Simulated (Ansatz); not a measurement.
Geometry relaxation of Al$_{4}$Ni$_{4}$H (part 3 of 3)

The same run, continued: Al$_{4}$Ni$_{4}$H (slab, 9 atoms in the cell); DFT r2SCAN, scalar-relativistic, plane waves, PAW, no spin polarisation (Ansatz 0.2.0); cutoff 500 eV, 10×7×1 k-mesh, Gaussian smearing of 0.1 eV. The structure derives from an entry of the Crystallography Open Database. The input holds or restrains some coordinates. Forces given for the steps count only the free coordinates.

Geometry of the input (Å; fractional positions):
```
2.8632  0.0000  0.0000
0.0000  4.0491  0.0000
0.0000  0.0000  25.0737
Al 0.0000  0.5000  0.3390
Ni 0.5000  0.0000  0.3390
Al 0.0000  0.0000  0.4197
Ni 0.5000  0.5000  0.4197
Al 0.0000  0.5000  0.5003
Ni 0.5000  0.0000  0.4991
Al 0.0000  0.0000  0.5834
Ni 0.5000  0.5000  0.5762
H  0.5000  0.1667  0.6073
```

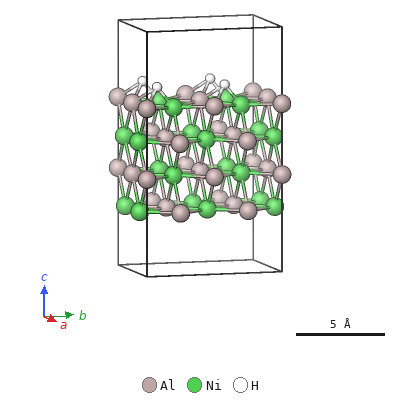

The geometry at step 4 of the log (ball-and-stick view of the 2 × 2 repeat of the cell, with the vacuum cut short, seen slightly off an axis).

### Output, continued
```
SCF iter   1: F=—  HF=-25561.728111 eV  |F-HF|=—  |Δ(HF+E_count)|=         —  Δρ=3.06e-6  dr2=2.22e-8  dr2_τ=2.06e-10  ethr=2.61e-11  p=0.028 e·Å  D=1.75e-2 V/Å  ΔV_dip=-0.44 eV  dr2_dipole=4.90e-10  V_vac-E_F(+/−)=4.54/4.98 eV  ⟨swp⟩=1.0  Hψ=3457  notcnv=0
efield: sawtooth ramp at fractional position 0.9232 (kept from the solve that this one continues, or follows in the run), width 0.1000; the density the first Hamiltonian is built on has a dipole p = 0.028 e·Å; the dipole correction subtracts the counter field D = 1.75e-2 V/Å, which shifts the + side's vacuum level by -0.44 eV against the − side's; the planar-averaged density in the ramp window peaks in size at 2.5e-6 e/Å³
preconditioner: auto → LDOS  [metal: Δε(μ)=0.057 eV  Ē_g=6.660 eV  σ=0.100 eV  W_gap=0.31  n_scr=48 (ndim 8)  ℏωp=15.9 eV  f_vac=0.600  D(μ)=3.80/eV (n_scr^D=12)  β→1.0]
SCF iter   2: F=-25561.728111 eV  HF=-25561.728111 eV  |F-HF|=1.55e-8  |Δ(HF+E_count)|=   1.23e-8  Δρ=3.50e-6  dr2=2.20e-8  dr2_τ=1.07e-10  ethr=2.61e-11  p=0.028 e·Å  D=1.75e-2 V/Å  ΔV_dip=-0.44 eV  dr2_dipole=8.31e-11  V_vac-E_F(+/−)=4.54/4.98 eV  ⟨swp⟩=12.1  Hψ=10317  notcnv=0
SCF 7 converged in 2 iterations: F = -25561.728111 eV  dr2 = 2.20e-8
WARN: The output density's exchange-correlation potential varies sharply where the density is thin. Do not read a vacuum level from v_tot or v_xc, or from such a field of the output density. On a cell that repeats whose density bears no net charge and no dipole along the vacuum's axis use v_es (v_loc + v_h of the components); under efield.dipole_correction with no amplitude use v_es + v_field, which holds any external_charges[].barrier, or the levels of the report's work_function block, which leave it out; under a non-zero efield.amplitude the vacuum is tilted and has no level; on a cell that repeats and bears such a dipole with no correction it is tilted too, and efield.dipole_correction with no amplitude gives each side of its ramp a level where efield: is served; in a cell that repeats whose density bears a net charge (total_charge, or a fill off its count) it is curved and has none; of a slab under crystal.periodic whose density bears no net charge use v_es, which has a level on each side, short of where the two are joined; of another it falls or rises all the way out and has none; of a slab beside external_charges read slab_vacuum_level instead, which it has where they leave it neutral. The grid or the basis barely resolves most such structure, and the values can differ between equally converged runs; as a rule a tighter scf.convergence.dr2_threshold does not remove it. Where the density itself ripples (under the LDA too) a higher basis.ecutwfc lessens it. The files hold the spikes' plane waves up to the density's cutoff. Files: v_tot_of_output_density and the like, and their columns of v_z.tsv (output.write_potential); v_xc_of_output_density and the like, and their columns of v_comp_z.tsv (output.write_potential_components). Measured: with its Gaussian average of σ = 0.25 Å subtracted twice, the exchange-correlation potential is over 0.1 eV at 8193 of the grid points where the equally averaged density (valence and model cores) is under 1e-3 e/Å³, and 0.744 eV at the most among them, at an averaged density of 8.1e-9 e/Å³. The input density's (outcome.potential() and, of a run that writes arrays, v_tot and v_xc) is over 0.1 eV, so measured, at 126 points of its own thin density, 0.295 eV at the most. See output.write_potential in the manual, Limitations
SCF converged after 2 iterations
Free energy (F): -25561.728111 eV
Harris-Foulkes:  -25561.728111 eV  (|F-HF|=1.55e-8)
Internal energy: -25561.709127 eV  (E = F + TS)
E sigma→0 (E₀):  -25561.718619 eV
Entropy (-TS):   -0.018984 eV (-2.109 meV/atom)
Fermi energy:    1.469233 eV
Dipole field:    D = 0.017487 V/Å  (p = 0.028091 e·Å, saw-weighted, corrected)
Work function:   Φ+ = 4.5391 eV   Φ− = 4.9775 eV
Levels:          The Fermi level and band energies are counted from a zero that moves with the ramp; work functions are not
--- Per-component energies (eV) ---
  E_band       = -2480.386671
  E_kinetic    = 1251.664560
  E_local      = -127718.853497  (includes V_loc(G=0)·N_el)
  E_nonlocal   = 2609.447729
  E_hartree    = 62114.015902
  E_xc         = -473.596065
  E_vxc        = -611.255734  (∫ρ·V_xc dr)
  E_paw        = -8483.162903  (= ΣΔE_a)
  E_vpaw       = -2282.079214  (= ΣTr[D̂ρ^β])
  E_aug_tail   = 0.000507  (compensation charges beyond the density's cutoff)
  E_vtau       = 42.224457  (kinetic-family band-sum trace: ∫τ·v_τ [+ j·A + Jᵃ·Aᵃ] dr)
  E_efield     = 0.000246  (sawtooth field / dipole correction)
  E_vefield    = 0.442335  (∫n·V_field dr)
  E_ewald      = 45140.215102
  E_core_change = -1.440707  (= ΣΔE_core)
  E_smearing   = -0.018984  (= −TS)
  E_closure    = -0.000000  (closes the sum)
  Σ components = -25561.728111   (vs F -25561.728111, Δ=0.00e0)
--- Forces (eV/Å), atoms counted from 1 ---
  atom   1  Al     0.00000000    -0.01223900    -0.50669843
  atom   2  Ni     0.00000000     0.01004842     0.70222852
  atom   3  Al     0.00000000    -0.05964725    -0.46970589
  atom   4  Ni     0.00000000     0.04818542     0.26449108
  atom   5  Al     0.00000000    -0.00068391    -0.00126591
  atom   6  Ni     0.00000000     0.00747727    -0.00008118
  atom   7  Al     0.00000000    -0.00306407     0.00596689
  atom   8  Ni     0.00000000     0.01103687     0.01091192
  atom   9  H      0.00000000    -0.00109007    -0.00586791
  max |Σ_I F_I| component: 2.37e-5 eV/Å
--- Band table (eV; the first three rows and the last of 24) ---
  k-point 0: bands = ["-105.5947", "-105.5722", "-105.4929", "-105.0796", "-64.7353", "-64.5291", "-64.4945", "-64.4857", "-64.4412", "-64.4391", "-64.4268", "-64.4105", "-64.3814", "-64.1286", "-63.9998", "-63.8960", "-9.9755", "-8.7047", "-6.8998", "-4.8525", "-3.2624", "-2.2587", "-2.1350", "-1.9605", "-1.8651", "-1.7249", "-1.6456", "-1.4340", "-0.8522", "-0.7409", "-0.6877", "-0.6847", "-0.5175", "-0.4217", "-0.3273", "-0.2944", "-0.2919", "-0.1713", "0.0156", "0.1751", "0.2749", "0.3454", "1.4841", "3.2771", "3.7019", "4.3859", "4.7812", "5.4343", "5.5736", "5.8323", "6.4684", "6.6249"]
  k-point 1: bands = ["-105.5947", "-105.5722", "-105.4929", "-105.0796", "-64.7353", "-64.5291", "-64.4946", "-64.4857", "-64.4413", "-64.4392", "-64.4268", "-64.4105", "-64.3814", "-64.1287", "-63.9999", "-63.8960", "-9.7777", "-8.5183", "-6.7430", "-4.7950", "-3.7502", "-2.8595", "-2.6375", "-2.0979", "-1.7740", "-1.5387", "-1.4796", "-1.2027", "-0.9188", "-0.7734", "-0.7162", "-0.7076", "-0.5381", "-0.4136", "-0.3997", "-0.3491", "-0.2874", "-0.1541", "0.0117", "0.0155", "0.2859", "0.5493", "1.0714", "2.2527", "4.1857", "4.5808", "5.1488", "5.7695", "5.9747", "6.3204", "6.6740", "6.7862"]
  k-point 2: bands = ["-105.5946", "-105.5722", "-105.4929", "-105.0796", "-64.7355", "-64.5292", "-64.4950", "-64.4857", "-64.4413", "-64.4392", "-64.4268", "-64.4105", "-64.3813", "-64.1288", "-63.9999", "-63.8960", "-9.1928", "-7.9780", "-6.3357", "-5.4190", "-4.4026", "-3.9401", "-2.8001", "-2.4932", "-1.7415", "-1.4518", "-1.2520", "-1.1084", "-1.0093", "-0.8281", "-0.7824", "-0.7644", "-0.6000", "-0.5669", "-0.4315", "-0.4206", "-0.2729", "-0.2597", "-0.1169", "0.0181", "0.3077", "0.6585", "1.2484", "1.3976", "2.7852", "4.6921", "5.3567", "6.4742", "7.1535", "7.2670", "7.3271", "7.9338"]
  k-point 23: bands = ["-105.5930", "-105.5706", "-105.4913", "-105.0780", "-64.7333", "-64.5269", "-64.5117", "-64.4928", "-64.4665", "-64.4369", "-64.4367", "-64.4244", "-64.3791", "-64.1265", "-64.0252", "-63.8938", "-4.6173", "-4.5815", "-4.1212", "-3.7762", "-3.5501", "-3.4508", "-2.7989", "-2.2662", "-1.9647", "-1.7204", "-1.6089", "-1.3210", "-1.1075", "-0.9324", "-0.8825", "-0.7356", "-0.6478", "-0.5675", "-0.4402", "-0.2548", "-0.2168", "0.1025", "0.2660", "0.3415", "0.6026", "0.6222", "0.8639", "1.0218", "1.8574", "3.4332", "3.6289", "4.1746", "4.2402", "5.2971", "5.6148", "5.7722"]
--- Relaxed structure (6 steps of the walk, 5 accepted, 0 SCFs on fresh bases) ---
  F+E_penalty+E_count = -25561.72811129 eV   max|allowed force component| = 1.106e-2 eV/Å
  atoms:
    - { symbol: Al, position: [0.0, 0.5, 0.33900098959999997] }
    - { symbol: Ni, position: [0.5, 0.0, 0.33900098959999997] }
    - { symbol: Al, position: [0.0, 0.0, 0.41974535029999993] }
    - { symbol: Ni, position: [0.5, 0.5, 0.41974535029999993] }
    - { symbol: Al, position: [0.0, 0.4888169808072964, 0.49977839953465797] }
    - { symbol: Ni, position: [0.5, -0.014570828905580865, 0.5005678268232886] }
    - { symbol: Al, position: [0.0, 0.0048490083312391135, 0.5829874830868567] }
    - { symbol: Ni, position: [0.5, 0.5013706304083229, 0.5775002533314952] }
    - { symbol: H, position: [0.5, 0.2526301881977992, 0.6248682347309116] }
```

### Trajectory as extended XYZ (Å, eV, eV/Å), 6 frames, from step=1 to step=6
```
9
Lattice="2.8632 0.0000 0.0000 0.0000 4.0491 0.0000 0.0000 0.0000 25.0737" Properties=species:S:1:pos:R:3:forces:R:3 step=1 energy=-25561.30006
Al    0.0000    2.0246    8.5000    0.0000  -0.0052  -0.5288
Ni    1.4316    0.0000    8.5000    0.0000   0.0048   0.7451
Al    0.0000    0.0000   10.5246    0.0000   0.0047  -0.5626
Ni    1.4316    2.0246   10.5246    0.0000   0.0527   0.2614
Al    0.0000    2.0246   12.5447    0.0000   0.0046  -0.2018
Ni    1.4316    0.0000   12.5142    0.0000  -0.1282  -0.1426
Al    0.0000    0.0000   14.6284    0.0000  -0.8488  -1.1010
Ni    1.4316    2.0246   14.4477    0.0000   0.0382   0.0468
H     1.4316    0.6749   15.2284    0.0000   0.8774   1.4843
9
Lattice="2.8632 0.0000 0.0000 0.0000 4.0491 0.0000 0.0000 0.0000 25.0737" Properties=species:S:1:pos:R:3:forces:R:3 step=2 energy=-25561.57772
Al    0.0000    2.0246    8.5000    0.0000  -0.0079  -0.5279
Ni    1.4316    0.0000    8.5000    0.0000   0.0066   0.7413
Al    0.0000    0.0000   10.5246    0.0000  -0.0151  -0.5917
Ni    1.4316    2.0246   10.5246    0.0000   0.0608   0.2693
Al    0.0000    2.0103   12.5450    0.0000  -0.0124  -0.1100
Ni    1.4316   -0.0171   12.5062    0.0000  -0.1058   0.0446
Al    0.0000   -0.0098   14.6187    0.0000  -0.3724  -0.6544
Ni    1.4316    2.0141   14.4655    0.0000  -0.0681   0.0326
H     1.4316    0.7467   15.4113    0.0000   0.5140   0.7947
9
Lattice="2.8632 0.0000 0.0000 0.0000 4.0491 0.0000 0.0000 0.0000 25.0737" Properties=species:S:1:pos:R:3:forces:R:3 step=3 energy=-25561.69165
Al    0.0000    2.0246    8.5000    0.0000  -0.0133  -0.5138
Ni    1.4316    0.0000    8.5000    0.0000   0.0160   0.7274
Al    0.0000    0.0000   10.5246    0.0000  -0.0920  -0.4884
Ni    1.4316    2.0246   10.5246    0.0000   0.0424   0.3156
Al    0.0000    1.9500   12.5487    0.0000   0.1940  -0.0950
Ni    1.4316   -0.0754   12.5430    0.0000  -0.0629  -0.1101
Al    0.0000    0.0401   14.5869    0.0000  -0.4126   0.0064
Ni    1.4316    2.0237   14.4946    0.0000   0.0312  -0.0155
H     1.4316    0.8590   15.5767    0.0000   0.2974   0.1726
9
Lattice="2.8632 0.0000 0.0000 0.0000 4.0491 0.0000 0.0000 0.0000 25.0737" Properties=species:S:1:pos:R:3:forces:R:3 step=4 energy=-25561.72213
Al    0.0000    2.0246    8.5000    0.0000  -0.0132  -0.5073
Ni    1.4316    0.0000    8.5000    0.0000   0.0113   0.7000
Al    0.0000    0.0000   10.5246    0.0000  -0.0626  -0.4921
Ni    1.4316    2.0246   10.5246    0.0000   0.0485   0.2503
Al    0.0000    1.9781   12.5297    0.0000  -0.0684  -0.1282
Ni    1.4316   -0.0669   12.5457    0.0000   0.0623   0.0362
Al    0.0000   -0.0063   14.6216    0.0000   0.1600  -0.0459
Ni    1.4316    2.0233   14.4508    0.0000  -0.1372   0.2706
H     1.4316    1.0374   15.6673    0.0000  -0.0003  -0.0832
9
Lattice="2.8632 0.0000 0.0000 0.0000 4.0491 0.0000 0.0000 0.0000 25.0737" Properties=species:S:1:pos:R:3:forces:R:3 step=5 energy=-25561.71994 accepted=F
Al    0.0000    2.0246    8.5000    0.0000  -0.0113  -0.5030
Ni    1.4316    0.0000    8.5000    0.0000   0.0081   0.7048
Al    0.0000    0.0000   10.5246    0.0000  -0.0533  -0.4438
Ni    1.4316    2.0246   10.5246    0.0000   0.0471   0.2878
Al    0.0000    1.9825   12.5371    0.0000   0.0253   0.0771
Ni    1.4316   -0.0511   12.5549    0.0000  -0.0470  -0.0123
Al    0.0000    0.0201   14.6196    0.0000  -0.0527   0.0281
Ni    1.4316    2.0224   14.5129    0.0000   0.2617  -0.3953
H     1.4316    1.0288   15.6638    0.0000  -0.1778   0.2557
9
Lattice="2.8632 0.0000 0.0000 0.0000 4.0491 0.0000 0.0000 0.0000 25.0737" Properties=species:S:1:pos:R:3:forces:R:3 step=6 energy=-25561.72811
Al    0.0000    2.0246    8.5000    0.0000  -0.0122  -0.5067
Ni    1.4316    0.0000    8.5000    0.0000   0.0100   0.7022
Al    0.0000    0.0000   10.5246    0.0000  -0.0597  -0.4697
Ni    1.4316    2.0246   10.5246    0.0000   0.0482   0.2645
Al    0.0000    1.9793   12.5313    0.0000  -0.0007  -0.0013
Ni    1.4316   -0.0590   12.5511    0.0000   0.0074   0.0000
Al    0.0000    0.0196   14.6176    0.0000  -0.0031   0.0060
Ni    1.4316    2.0301   14.4801    0.0000   0.0111   0.0108
H     1.4316    1.0229   15.6677    0.0000  -0.0011  -0.0059
```

### Key numbers

```csv
quantity,value
outcome,converged under the restraints of the input
electrons treated,85
free energy,−25561.7281 eV
"work function, top face",4.54 eV
"work function, bottom face",4.98 eV
Fermi energy,1.469 eV
gap on the k-point mesh,none (metallic)
final volume,290.69 Å³
work function (upper face),4.54 eV
"largest force (length of the vector) at the end, held atoms and coordinates included",0.702 eV/Å
hardware,"2 threads of Arm Neoverse V1, 24 GiB of memory available, shared host"
wall time,6.3 min (CPU time 13 min)
peak memory,1.2 GiB
```

### Remarks

The program warns: the exchange-correlation potential is rough where the density is thin. The run has no spin polarisation, so a magnetic state may lie lower.
